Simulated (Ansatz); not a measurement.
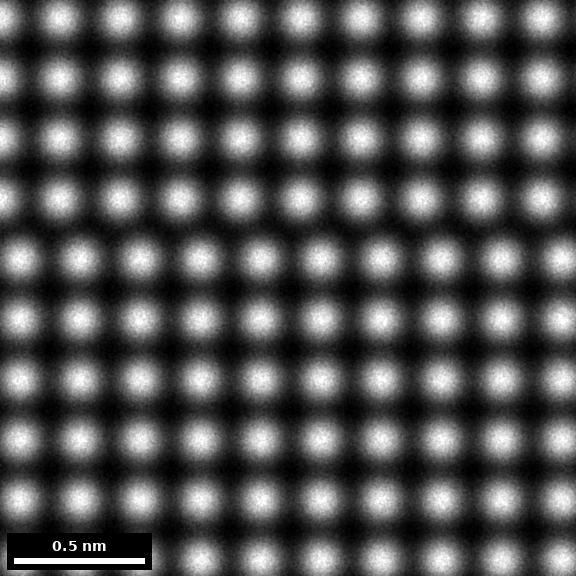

Dark-field STEM-like image of Ti (Im-3m, No. 229) along [001]. The image is simulated as a sum over atoms of Z^1.8, blurred by a 1.28 Å probe (no channelling). Shot noise was added.

One planar defect was built into the perfect crystal by geometry alone, without relaxation. Host structure: a calculation's starting geometry; the starting structure was generated, so it need not be a known form of this composition.

Q: Find the planar defect and say what kind it is.

A planar fault (a stacking fault) runs horizontally about 9 Å below the top edge. The part above it is shifted along the boundary by 2/3 of the 2.30 Å repeat of the rows (1.5 Å to the right, the same as 0.8 Å to the left); both parts keep the same orientation.
